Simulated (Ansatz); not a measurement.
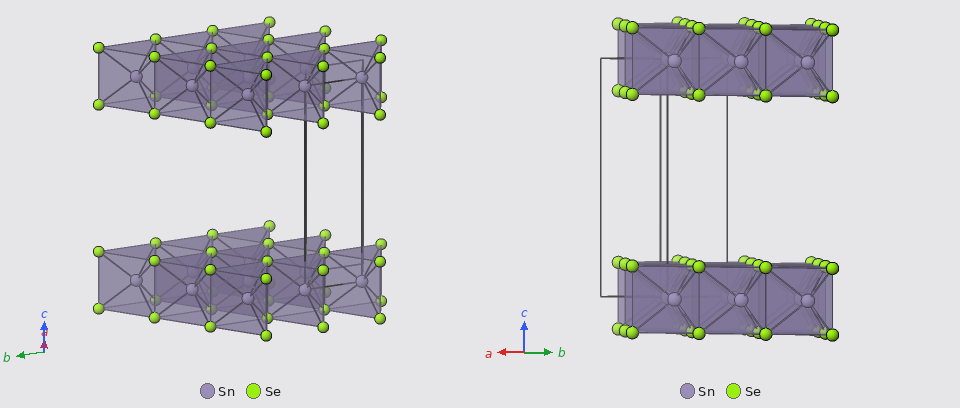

Polyhedra are drawn about Sn (bonds: Se–Sn below 3.1 Å); other atoms are plain spheres. Two views of the same piece.

SnSe2 (space group P-6m2, No. 187). Coordinates: coordinates from a relaxation with Ansatz 0.2.0, DFT PBE, scalar-relativistic, plane waves, PAW; the starting structure was generated, so it need not be a known form of this composition.

> What figure surrounds each Sn atom, and what does it share with the other drawn polyhedra?

Sn: SnSe6 trigonal prism, sharing edges with six neighbours.

> How do these polyhedra hang together as a whole?

They form layers of edge-sharing trigonal prisms parallel to (001).
